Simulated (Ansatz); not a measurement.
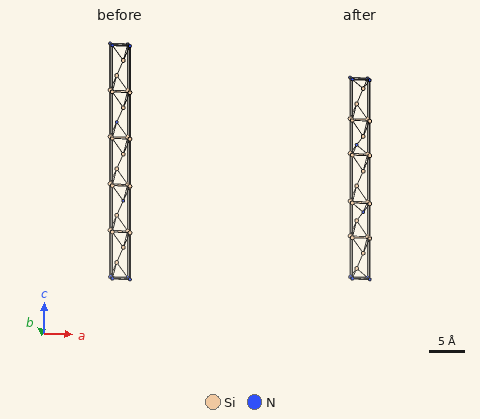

The structure of solid Si4N (a generated structure, set up in R-3m) (coarse preliminary run) before (left) and after (right) a relaxation, at one scale.

A ball-and-stick model of the conventional cell (3 times the calculation's cell), seen from a free direction. Lengths and directions refer to the drawn axes.

Theory: Ansatz, DFT PBE, scalar-relativistic, plane waves, PAW.

Input
```yaml
crystal:
  lattice:
    - [1.3839876, 0.79904561, 11.23185141]
    - [-1.3839876, 0.79904561, 11.23185141]
    - [0.0, -1.59809122, 11.23185141]
  atoms:
    - { symbol: Si, position: [0.39893299, 0.39893299, 0.39893299] }
    - { symbol: Si, position: [0.80019099, 0.80019099, 0.80019099] }
    - { symbol: Si, position: [0.19980901, 0.19980901, 0.19980901] }
    - { symbol: Si, position: [0.60106701, 0.60106701, 0.60106701] }
    - { symbol: "N", position: [0.0, 0.0, 0.0], spin: 1.0 }
basis:
  ecutwfc: 420
kpoints:
  mp_grid: { grid: [6, 6, 6] }
hamiltonian:
  xc: pbe
scf:
  occupations: { method: gaussian, width: 0.1 }
  lower_state_search: "off"
output:
  forces: true
  stress: true
  eigenvalues: true
  populations: true
magnetization:
  spin_polarized: true
relax:
  adjacent_minimum: "off"
  f_tol: 0.04
  max_steps: 70
  cell: { stress_tol: 0.4 }
```

Launched with:
```bash
ansatz run input.yaml --threads 1 --pin off --max-ram 2560MiB --backend cpu --events-out ev --progress --plain --runs-dir out
```

### Summarise the run.

The largest moves relative to the cell, 0.55 Å, are those of Si1 and Si4. Si1 goes along −c. N stays in place. Cell: a = b 2.768 → 2.739 Å (−1.1 %), c 33.696 → 28.767 Å (−14.6 %). Volume −16.4 %. Among the contacts that change: Si1–N5 2.728 → 2.072 Å, Si1–Si1 2.768 → 2.739 Å, Si1–Si2 2.791 → 2.820 Å, Si2–Si3 2.746 → 2.741 Å. The space group stays R-3m (No. 166). After 6 accepted moves (8 points after the start) the energy has fallen by 800 meV per atom. Largest force component: 1.9 eV/Å at the start, 0.0045 eV/Å at the end. Pressure: −10.44 GPa at the start and −0.19 GPa at the end. The line search rejected the trial step at point 4 of the run. The SCF was repeated once at an unchanged geometry on a basis and grid sized afresh for the cell, which shifted the energy by 0.7 meV per atom at most. The program noted that the starting moments weren't kept. The run may lie on a higher electronic state than the lowest, so the end point isn't shown to be the ground-state structure. The run took 2.7 min on 1 thread of Intel(R) Xeon(R) Processor @ 2.70GHz, with other jobs on the host, peak memory 0.49 GiB.
